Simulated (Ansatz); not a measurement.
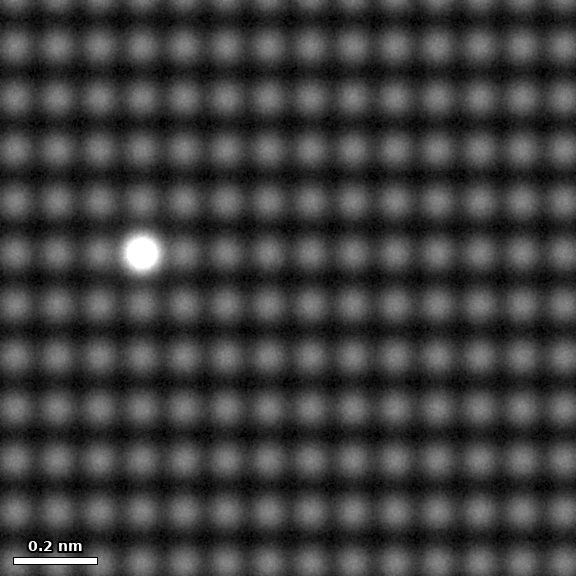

Z-contrast image of C (Pm-3m, No. 221) along [211]. Simulated incoherent Z contrast: every atom adds Z^1.7 spread by a probe of 0.63 Å full width; channelling and multiple scattering are left out. The probe carries 15 % of its weight in a tail 2.5 times as wide. The display is stretched by a gamma of 0.65; percentages refer to the linear signal. Shot noise was added.

The sample is 3 repeats (13.1 Å) thick. One point defect was put into the perfect crystal, without relaxing the atoms around it. Brightness is counted from the darkest point of the image. Host structure: the input geometry of a calculation; the starting structure was generated, so it need not be a known form of this composition.

### Where is the defect (in Å from the left and the top edge), and what does its contrast suggest?

At about 3 Å from the left and 6 Å from the top. The column is brighter, which points to a heavier atom. The column holds 3 atoms (C) through the sample, and one C atom is replaced by Ge, so its peak rises to about 680 % of that of its equals.
